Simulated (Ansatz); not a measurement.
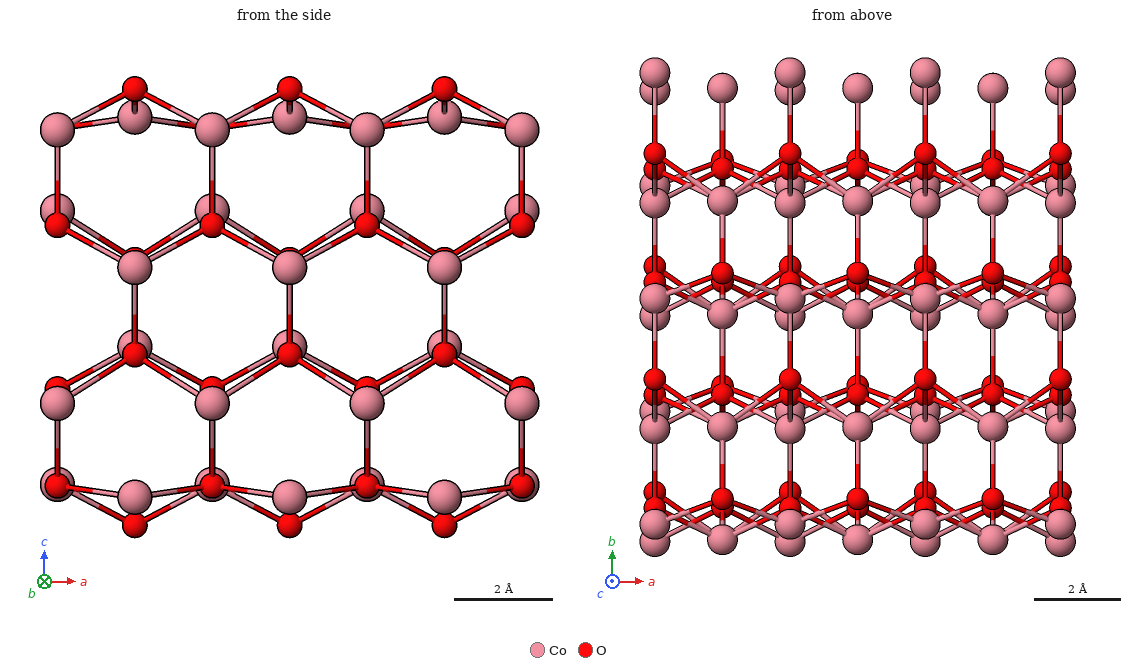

A ball-and-stick picture of a periodic slab, seen from the side and from above. The surface normal points up in side views; the vacuum is left out. 3×2 cells are drawn in the plane, with atoms at the edges repeated.

The cell holds 8 Co, 8 O. The slab was cut from bulk CoO (P6_3mc).

Which atoms terminate the two faces?

Answer. The top face ends in O, the bottom face in O. The two faces are alike.

Give the thickness from the bottom atom to the top atom.

Answer. About 9 Å from the lowest to the highest atom.

What is the orientation of the surface?

Answer. (1 0 0).

All computed values are from Ansatz, DFT PBE, scalar-relativistic, plane waves, PAW. Settings: an energy cutoff of 420 eV, 11×7×1 k-points, Gaussian smearing of 0.05 eV, collinear spins.

Give the work function of each face.

Answer. 4.89 eV on both faces.

Provenance: a structure listed in the Materials Project, from which a slab was cut. The atoms were relaxed in a fixed cell with DFT PBE, scalar-relativistic, plane waves, PAW in Ansatz 0.2.0.
